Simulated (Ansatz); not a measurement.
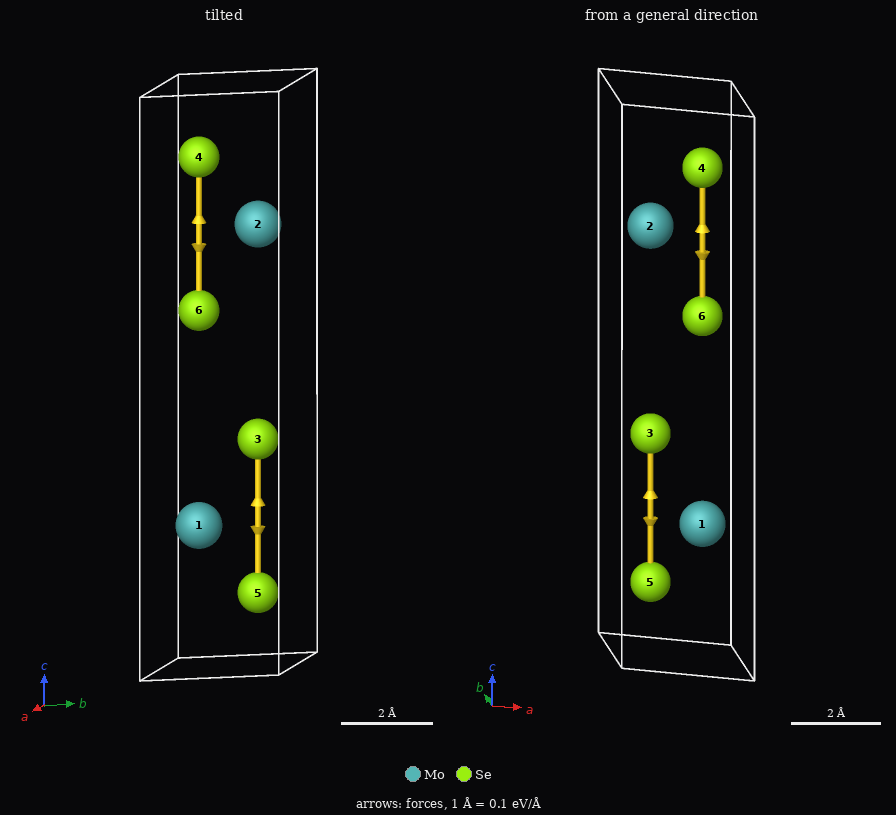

Crystal structure, spheres-only style, seen slightly off an axis and from a general direction. The wireframe shows the simulation cell. The arrows are the computed forces on the atoms.

System: MoSe₂. Setup: DFT PBE+D3(BJ), scalar-relativistic, plane waves, PAW (Ansatz); plane-wave cutoff 420 eV, k-grid 12×12×2, Gaussian smearing of 0.05 eV, no spin polarisation.

**Do the forces show a relaxed structure?**

No. The atoms still feel forces of up to about 0.18 eV/Å, above a usual threshold of 0.01 to 0.03 eV/Å.

**Where does the largest force act?**

All Se atoms, about 0.18 eV/Å.

The structure comes from a structure listed in the Materials Project. The cell was then strained or its atoms displaced on purpose. Ansatz was used for an electronic-structure calculation on it.
